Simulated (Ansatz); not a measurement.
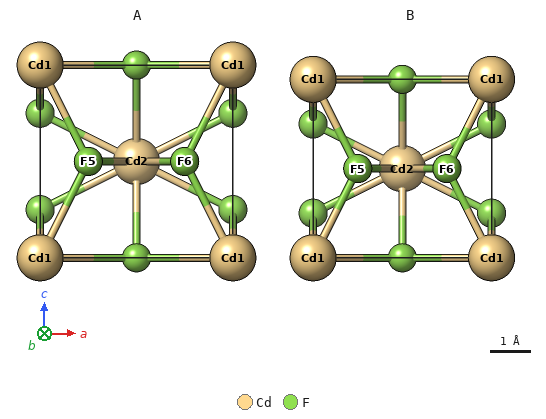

Two geometries of solid CdF₃ (built on the A15_223 type) (coarse preliminary run), drawn at one scale. One is the start of a relaxation, the other its converged end. A ball-and-stick model of the cell of the calculation, seen along the b axis.

The calculation used DFT PBE, scalar-relativistic, plane waves, PAW in Ansatz. Set-up: plane-wave cutoff 420 eV; k-point mesh 4 × 4 × 4; occupations gaussian; smearing width 0.1 eV; collinear spin; cell and atoms relaxed; force threshold 0.04 eV/Å; at most 70 steps.

### Which one is relaxed?

Structure B is the relaxed one. Case: A15 type (Pm-3n, No. 223). The energy falls by 143 meV per atom in 5 accepted moves (7 points after the start). All forces vanish by symmetry, so only the cell relaxes. The pressure goes from −12.22 to −0.01 GPa. At 2 points the geometry stayed and the basis and grid were re-selected for the new cell (energy shift of 4.2 meV per atom at most each time). No atom moves by more than 0.005 Å relative to the cell. The drawn cell changes as follows: a = b = c 4.869 → 4.508 Å (−7.4 %); the volume changes by −20.6 %. Near-neighbour distances that change, for instance: Cd–F 2.722 → 2.520 Å. The space group stays Pm-3n (No. 223).
